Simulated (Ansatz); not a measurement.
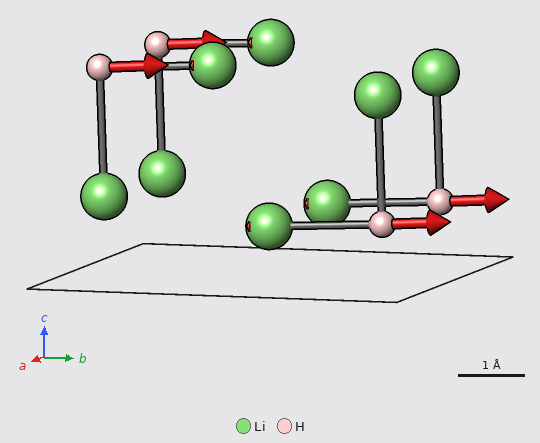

Normal modes of a free-standing layer of Li$_{2}$H (a generated structure), space group P2₁/m (No. 11), at the zone centre. The optical levels lie at 56, 108, 211, 217, 266, 300, 315, 356, 390, 624, 715, 945, 981, 1038, 1084 cm⁻¹. One mode is drawn. The red arrows are the displacements of the atoms (eigenvector over the root of the mass), of arbitrary overall length and sign. A ball-and-stick model of the 2 × 1 repeat of the cell, outlined in the plane, without the vacuum, seen slightly off an axis.

Theory: DFT PBE, scalar-relativistic, plane waves, PAW in Ansatz. (plane-wave cutoff 420 eV; k-point mesh 12 × 6 × 1; occupations fermi dirac; smearing width 0.15 eV; no spin polarisation)

The frequencies depend somewhat on the k-mesh and the smearing.

To which level does it belong?

The level at 1038 cm⁻¹. This is the B_u mode, optical level 14 of 15, counted from below, infrared-active by symmetry. The H sublattice moves against the Li sublattice, roughly along b of the drawn cell; it stretches the shortest H–Li bonds (1.80 Å); the kinetic energy is shared as H 93 %, Li 7 %. The crystal is a metal, so free carriers screen the infrared response.
